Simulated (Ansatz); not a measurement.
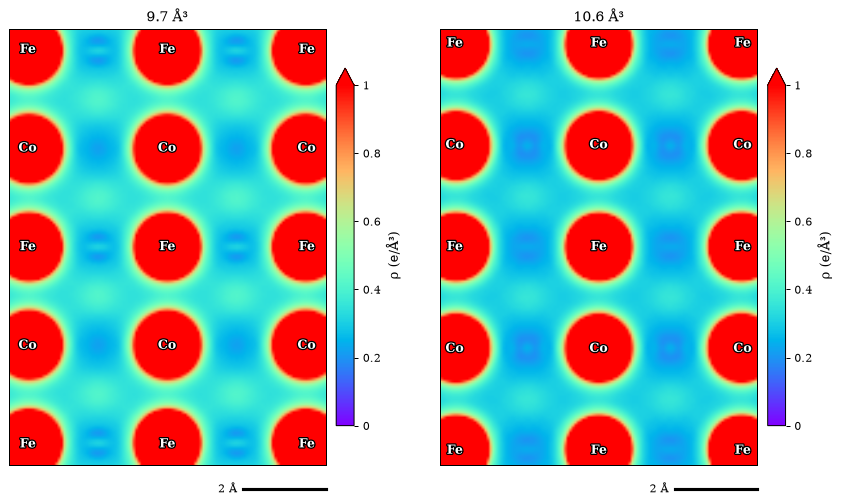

FeCo3. The valence charge density (pseudo) of cells scaled evenly to different volumes (given per atom above each panel), on the (101) plane of each (indices in the axes of the cell below), at one length scale and on one colour scale.

A structure from a database of computed crystals, not necessarily the ambient phase; spin-polarised.

Computed with DFT PBEsol, scalar-relativistic, plane waves, PAW (Ansatz 0.2.0).

The density is the valence pseudo-density of a PAW calculation; it isn't the true density close to the nuclei.

The largest cell:

```yaml
crystal:
  lattice:
    - [3.48765, 0.00000, 0.00000]
    - [0.00000, 3.48765, 0.00000]
    - [0.00000, 0.00000, 3.48765]
  atoms:
    - { symbol: Fe, position: [0.00000, 0.00000, 0.00000] }
    - { symbol: Co, position: [0.50000, 0.50000, 0.00000] }
    - { symbol: Co, position: [0.50000, 0.00000, 0.50000] }
    - { symbol: Co, position: [0.00000, 0.50000, 0.50000] }
```

| volume (Å³/atom) | Fe–Co contact in the plane (Å) | ρ at its midpoint (e/Å³) | pressure (GPa) | largest moment (μB) | 
| --- | --- | --- | --- | --- |
| 9.65 | 2.390 | 0.413 | 23.9 | 2.12 | 
| 9.97 | 2.416 | ? | ? | ? | 
| 10.61 | 2.466 | 0.357 | 0.0 | 2.52 | 

Question: Estimate the missing row, and compare with the calculation.

Answer: Over the known rows ln ρ falls by 1.92 per Å of Fe–Co distance (the line through the two), which gives 0.393 e/Å³ at 2.416 Å; the calculation gives 0.394 e/Å³. For the pressure, a straight line in volume between the neighbouring rows gives 15.9 GPa; the calculation gives 15.5, lower because pressure rises ever faster on compression. For the largest moment, a straight line in volume between the neighbouring rows gives 2.25 μB; the calculation gives 2.31.
